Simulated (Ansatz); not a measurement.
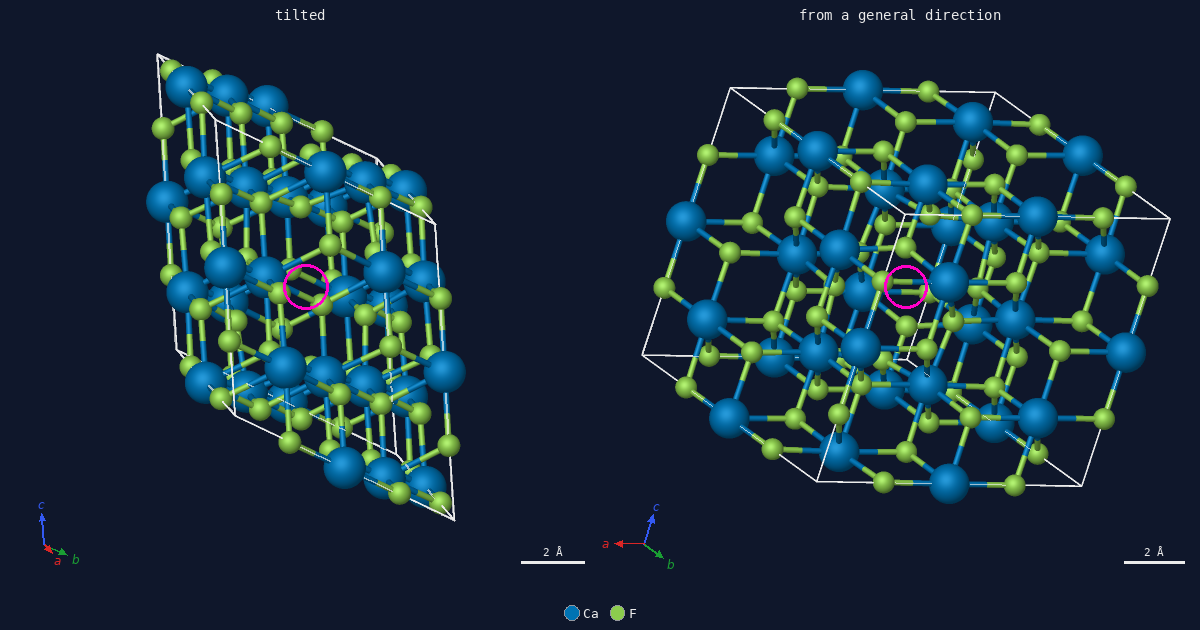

An orthographic ball-and-stick view of the structure, slightly off an axis and from a general direction. The frame is the supercell; atoms at its boundary are shown with their periodic copies. The host is CaF2, in a cell of 48 sites, and the cell carries a charge of -1. A ring marks the defect's site.

### Describe the defect.

A calcium vacancy. Around the empty site lie eight F at about 2.6 Å.

Level of theory and settings: DFT PBE, scalar-relativistic, plane waves, PAW (Ansatz), wavefunction cutoff 420 eV, the zone sampled with 2×2×2 points, Gaussian smearing of 0.01 eV, collinear spins.

### Is the defect magnetic?

Yes, 1.0 μB in the cell.

The atoms were relaxed in the host's cell with Ansatz 0.2.0, DFT PBE, scalar-relativistic, plane waves, PAW.
